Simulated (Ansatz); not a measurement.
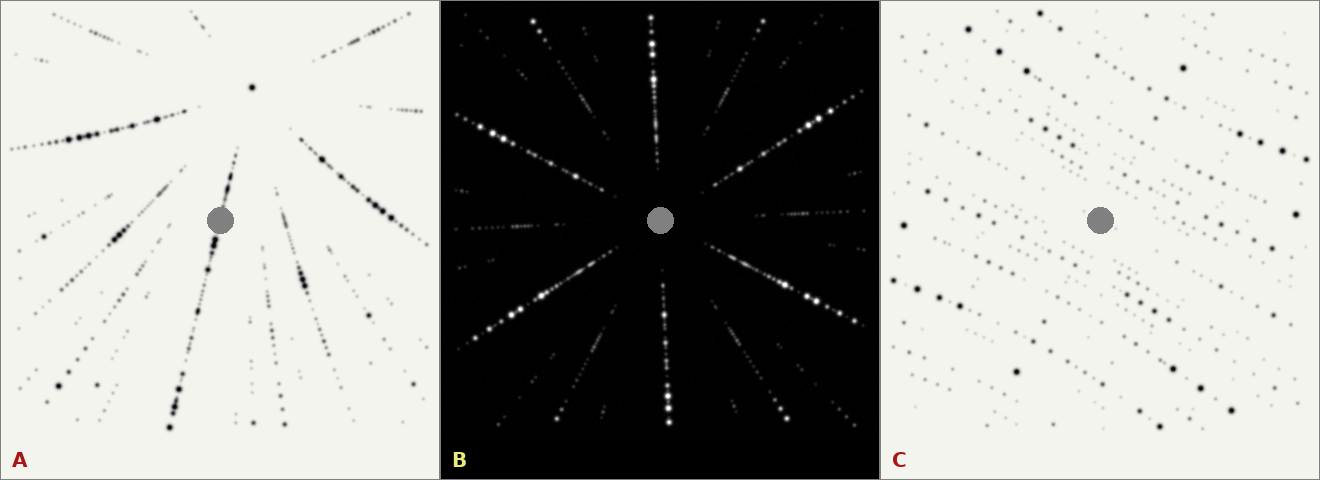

Simulated back-reflection Laue patterns (white X-rays, 0.45 to 2.2 Å, flat plate covering ±45° about the beam, kinematic intensities, seen from the source). Crystal: MgS, space group P-3m1 (No. 164), a = 3.653 Å, c = 22.212 Å (hexagonal axes). Structure: the geometry relaxed with DFT PBE, scalar-relativistic, plane waves, PAW (Ansatz); the starting structure was generated, so it need not be a known form of this composition.

Question: The directions [001], [100], [121] point towards the source, in some order. Which is which?

Answer: A: [121], symmetry m (one mirror line). B: [001], symmetry 3m (a threefold axis with three mirror lines). C: [100], symmetry 2 (a twofold rotation only). The Laue class is -3m.
